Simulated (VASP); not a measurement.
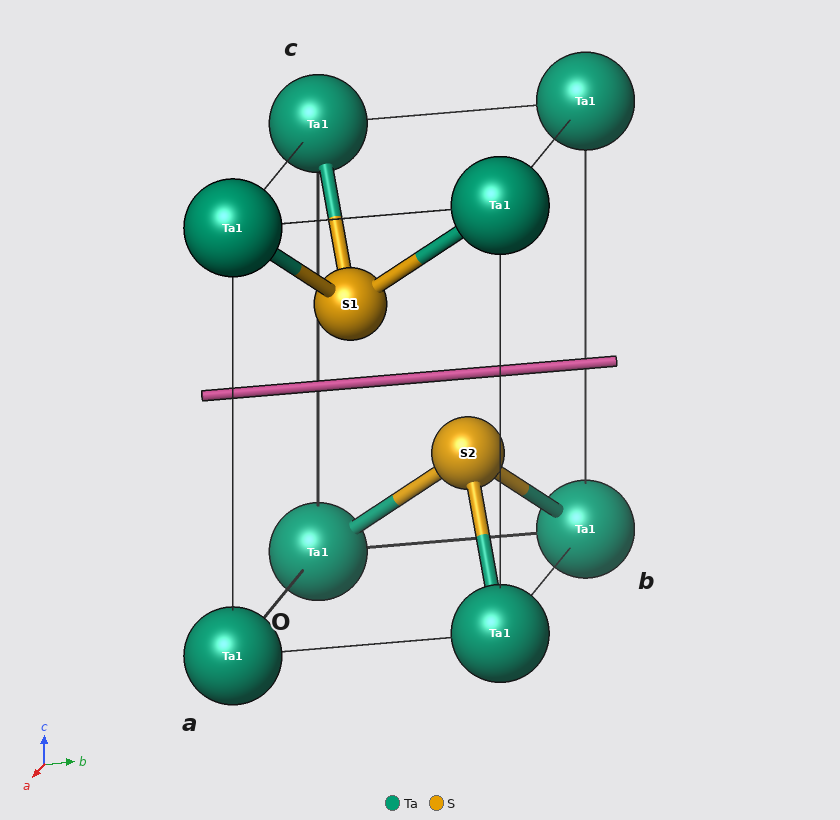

The coloured rod is the axis of a symmetry operation of the crystal. Crystal: TaS2, the end point of a relaxation with VASP 6.6.1, VASP Kohn-Sham DFT of a periodic cell, PBEsol with D3(BJ), VASP PAW PBE potentials, recommended. Geometry calculated from the standardised cell; symmetry tolerance 0.002 Å.

a = 3.277 Å, b = 3.277 Å, c = 5.610 Å, α = 90.00°, β = 90.00°, γ = 120.00°.

```csv
atom,x,y,z
Ta1,0.0000,0.0000,0.0000
S1,0.6667,0.3333,0.7235
S2,0.3333,0.6667,0.2765
```

Take the operation x, y, z → −x+1, −x+y+1, −z+1.

Question: What kind of operation is it, and where does it lie?

Answer: It is a 2₁ screw rotation with translation (0, 1/2, 0), about the line along [0 1 0] through (1/2, 1/2, 1/2).

Question: Onto which atom does it carry each atom (up to whole multiples of a, b and c)?

Answer: Ta1 → Ta1, S1 → S2, S2 → S1.

Question: What is the crystal's space group?

Answer: P-3m1 (No. 164).
